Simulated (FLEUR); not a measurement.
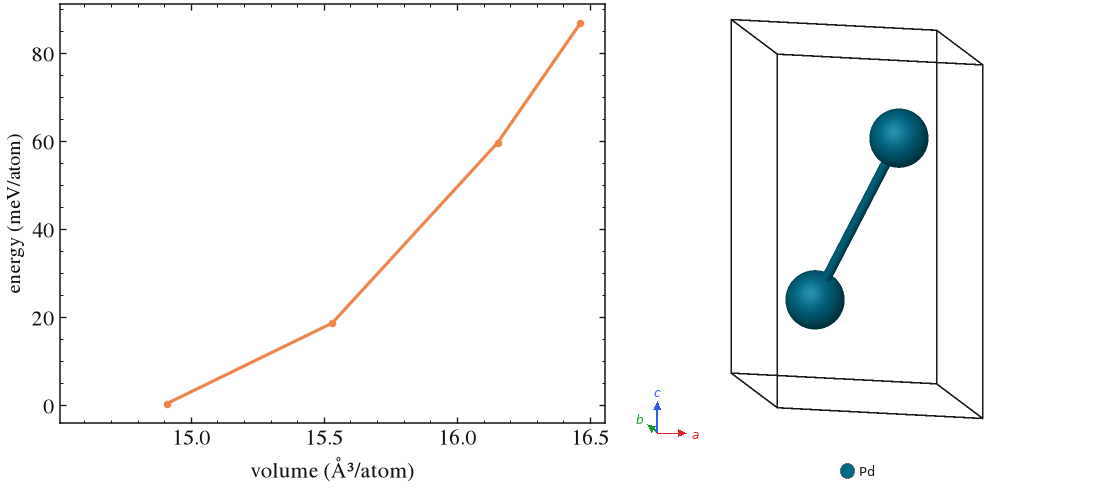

Plotted: energy against volume for Pd, space group P6_3/mmc (No. 194). The conventional cell is drawn beside the plot.

Cell as given: a = 2.784 Å, b = 2.784 Å, c = 4.629 Å, α = 90.00°, β = 90.00°, γ = 120.00°; 2 atoms.

Computed with FLEUR MaX-R8.1 (later development tree): all-electron LAPW DFT, no spin polarisation; energies at scaled volumes of the given cell, shape and fractions fixed, counted from the fit's minimum, third-order Birch-Murnaghan fit. Level: SCAN.

```json
{"setting": "k mesh", "value": "11×11×6"}
{"setting": "occupations", "value": "Fermi–Dirac"}
{"setting": "smearing width", "value": "0.05 eV"}
{"setting": "potentials", "value": "all electron"}
{"setting": "program settings", "value": "basis FLAPW, kmax 4.15 1/bohr"}
```

The point at volume 14.60 Å³/atom is left out of the plot. What does the calculation give there?

| volume (Å³/atom) | energy (meV/atom) |
| --- | --- |
| 14.60 | 1.84 |

Caveats: shape and atomic fractions are frozen while scaling, which makes layered, chain and framework solids too stiff.
